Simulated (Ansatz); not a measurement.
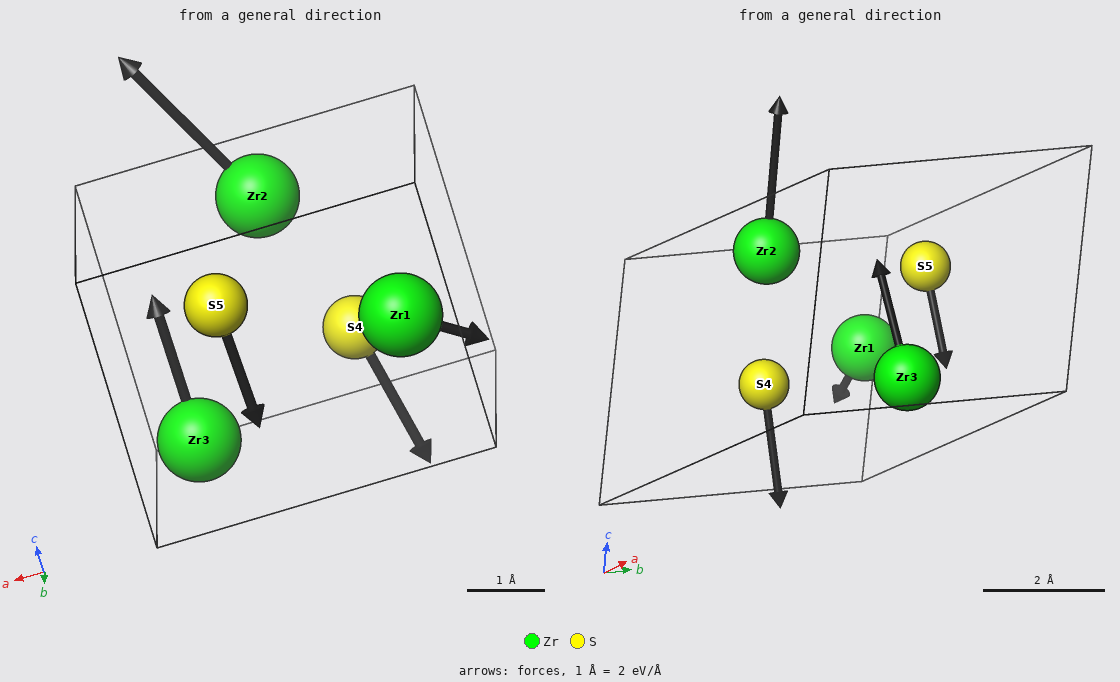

View from two general directions, drawn as a spheres-only model. The box is the simulation cell; atoms on or close to its faces, edges and corners are drawn wherever they repeat. The arrows are the computed forces on the atoms.

System: Zr₃S₂. Computed with Ansatz 0.2.0, DFT PBEsol, scalar-relativistic, plane waves, PAW. Settings: a 420 eV plane-wave basis, a 12×12×12 mesh of k-points, Gaussian smearing of 0.15 eV, no spin polarisation.

> Are the forces small enough to call this converged?

No. The atoms still feel forces of up to about 4.3 eV/Å, far above a usual threshold of 0.01 to 0.03 eV/Å.

> Which atom has the biggest force on it?

Zr2, about 4.3 eV/Å.

> On average, how strongly is each element pushed?

Mean magnitudes: about Zr 2.9 eV/Å, S 3 eV/Å.

The structure comes from a structure listed in the Materials Project. The cell was then strained or its atoms displaced on purpose. It was run through Ansatz as a DFT input.
